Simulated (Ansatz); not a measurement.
# SnTe (slab): what the fields show

Input

```
crystal:
  lattice:
    - [4.5346574218, 0.0, 0.0]
    - [-2.2673287109, 3.9271285247, 0.0]
    - [0.0, 0.0, 27.9588629819]
  atoms:
    - { symbol: Te, position: [0.3333333333, 0.6666666667, 0.268251252] }
    - { symbol: Sn, position: [0.6666666667, 0.3333333333, 0.33446518] }
    - { symbol: Te, position: [0.0, 0.0, 0.400679108] }
    - { symbol: Sn, position: [0.3333333333, 0.6666666667, 0.466893036] }
    - { symbol: Te, position: [0.6666666667, 0.3333333333, 0.533106964] }
    - { symbol: Sn, position: [0.0, 0.0, 0.599320892] }
    - { symbol: Te, position: [0.3333333333, 0.6666666667, 0.66553482] }
    - { symbol: Sn, position: [0.6666666667, 0.3333333333, 0.731748748] }
basis:
  ecutwfc: 420
kpoints:
  mp_grid: { grid: [9, 9, 1] }
hamiltonian:
  xc: pbe
scf:
  occupations: { method: gaussian, width: 0.05 }
output:
  forces: true
  stress: true
  eigenvalues: true
  write_density: true
  write_potential: true
  elf: true
  volumetric_format: npy
efield:
  axis: 3
  dipole_correction: true
```

Launched as:

```sh
ansatz run input.yaml --threads 1 --pin off --max-ram 2560MiB --backend cpu --events-out ev --progress --plain --runs-dir out
```

Not relaxed (largest force 1.6 eV/Å).

The calculation used Ansatz 0.2.0, DFT PBE, scalar-relativistic, plane waves, PAW.

In a PAW calculation such maps are meaningful between the atoms, not at the nuclei.

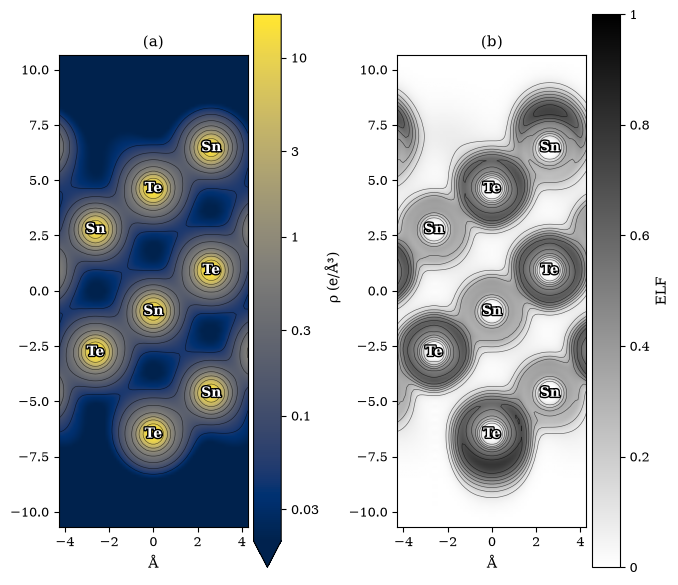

Figure 1. (a) valence charge density (pseudo); (b) electron localisation function on the (110) plane of the calculation cell, a cut from vacuum to vacuum.

Q: What do the fields say about this system?

A:
- The plane passes through Te and Sn nuclei.
- Sn–Te (3.21 Å): ρ is about 0.21 e/Å³ halfway; the ELF peaks at about 0.65 in the valence shell of Te, 1.3 Å from its nucleus, and drops to about 0.30 between the two atoms.
- The density dies away to nearly zero in the vacuum.
- The ELF also peaks beside Te, away from the bonds: lone-pair regions.

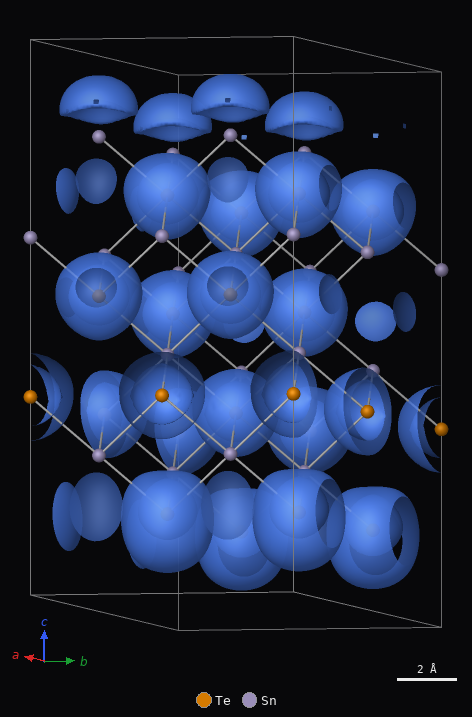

Figure 2. Isosurface of the electron localisation function at 0.55 (blue), seen at an oblique angle. Only the valence region is drawn (cores and ρ < 0.01 e/Å³ removed). Sticks mark near contacts.

Q: Where are the electrons localised?

A: The ELF exceeds this value in one region on Te in which the atom's valence shell and bonds are merged, one lobe on Sn, pointing away from the bonds (lone pairs) and three regions wrapped around Te (the valence shell of each), counted in one cell of 8 atoms. Counts are for one cell; the picture repeats the cell along the surface.

Q: Does the calculation give a band gap?

A: It is metallic or semimetallic at this level of theory: no gap opens.
